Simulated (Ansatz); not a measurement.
## Electronic structure of SnO in real space

Input

```
crystal:
  lattice:
    - [0.0, 2.5369732561, 2.6869083755]
    - [2.5369732561, 0.0, 2.6869083755]
    - [2.5369732561, 2.5369732561, 0.0]
  atoms:
    - { symbol: Sn, position: [0.0, 0.0, 0.0] }
    - { symbol: O, position: [0.5, 0.5, 0.5] }
kpoints:
  mp_grid: { grid: [8, 8, 8] }
  band_path:
    path:
      - [0.0, 0.0, 0.0]
      - [0.5, 0.0, 0.5]
      - [0.625, 0.25, 0.625]
      - [0.375, 0.375, 0.75]
      - [0.5, 0.5, 0.5]
      - [0.5, 0.25, 0.75]
      - [0.5, 0.425, 0.575]
      - [0.126302, 0.145101, -0.438721]
      - [-0.124023, 0.002116, 0.44222]
    npoints: 1
hamiltonian:
  xc: r2scan
scf:
  occupations: { method: fermi_dirac, width: 0.02 }
  n_extra_bands: 4
output:
  forces: true
  stress: true
  eigenvalues: true
  write_density: true
  write_potential: true
  elf: true
  volumetric_format: npy
```

Command:

```sh
ansatz run input.yaml --threads 4 --pin off --max-ram 3686MiB --backend cpu --events-out ev --progress --plain --runs-dir out
```

Below, planes, directions and counts refer to the conventional cell (a = 3.59 Å, b = 3.59 Å, c = 5.37 Å, α = 90.00°, β = 90.00°, γ = 90.00°).

Space group I4/mmm; started from the rocksalt prototype, which need not be the ambient phase; changed on purpose from its base cell (uniaxial z strain +5.9%); computed pressure about −5 GPa in this cell.

The calculation used DFT, r2SCAN, plane waves, PAW (Ansatz).

The density is the valence pseudo-density of a PAW calculation; it isn't the true density close to the nuclei.

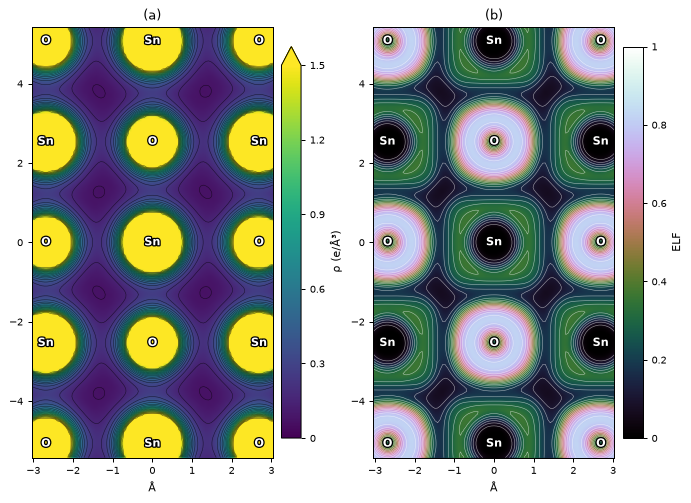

Figure 1. (a) valence charge density (pseudo); (b) ELF on the (11̄0) plane of the conventional cell.

**What do the fields say about this system?**

- Atoms in the plane: Sn and O.
- Sn–O (2.54 Å): the density is about 0.27 e/Å³ at the midpoint; the ELF is about 0.20 at the midpoint: no localised pair shows between them.
- Between the atoms the lowest density in this plane is 0.07 e/Å³.

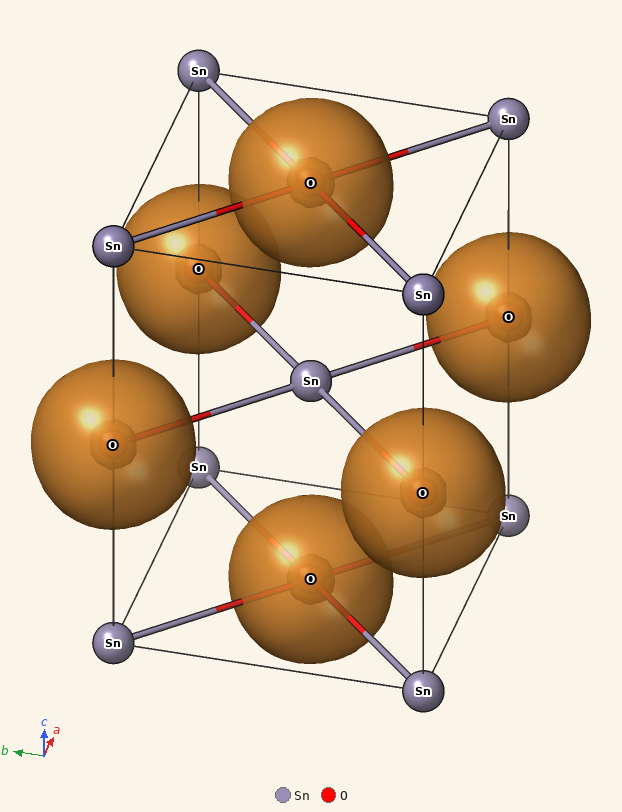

Figure 2. Isosurface of the ELF at 0.6 (orange), seen at an oblique angle. Only the valence region is drawn (cores and ρ < 0.01 e/Å³ removed). Sticks mark near contacts.

**What do the ELF domains correspond to?**

The ELF exceeds this value in two regions wrapped around O (the valence shell of each), counted in one cell of 4 atoms. Any copies at cell faces, edges or corners count once.
